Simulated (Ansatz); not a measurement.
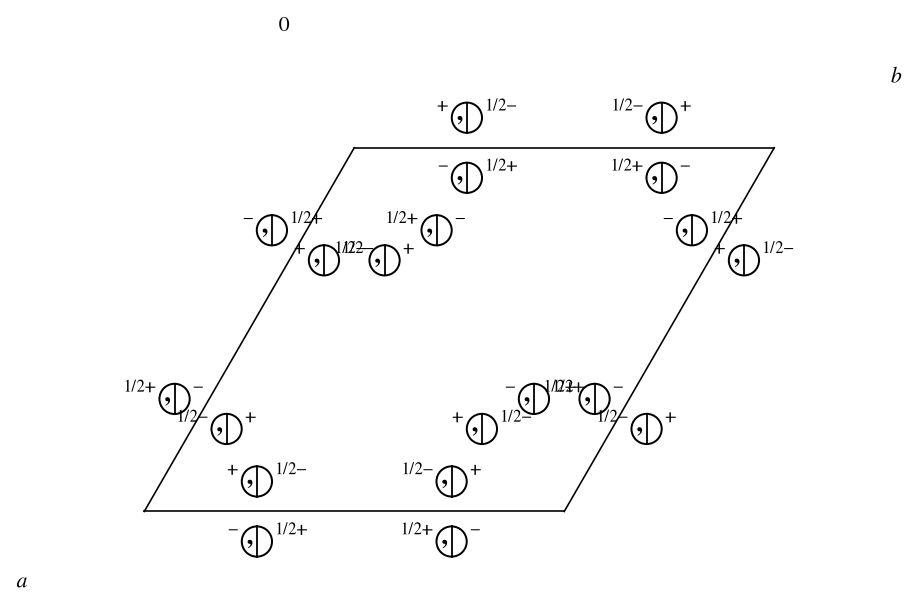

General positions of a space group, projected down c, computed from the operations of a computed or model structure of composition Se, which need not be its known form.

A circle is a general position, a comma marks the mirror image, + and − with a fraction give the height (along the projection axis: ½+ is ½ plus the coordinate, − is its negative), and a split circle stands for two positions above each other.

Question: Which space group is it?

Answer: P6₃/mmc (No. 194); primitive hexagonal, point group 6/mmm, 24 general positions a cell.

Question: Write the general positions (in any order).

Answer: x, y, z
−x, −y, −z
x−y, x, z+1/2
−x+y, −x, −z+1/2
−y, x−y, z
y, −x+y, −z
−x, −y, z+1/2
x, y, −z+1/2
−x+y, −x, z
x−y, x, −z
y, −x+y, z+1/2
−y, x−y, −z+1/2
−y, −x, −z+1/2
y, x, z+1/2
−x, −x+y, −z
x, x−y, z
−x+y, y, −z+1/2
x−y, −y, z+1/2
y, x, −z
−y, −x, z
x, x−y, −z+1/2
−x, −x+y, z+1/2
x−y, −y, −z
−x+y, y, z
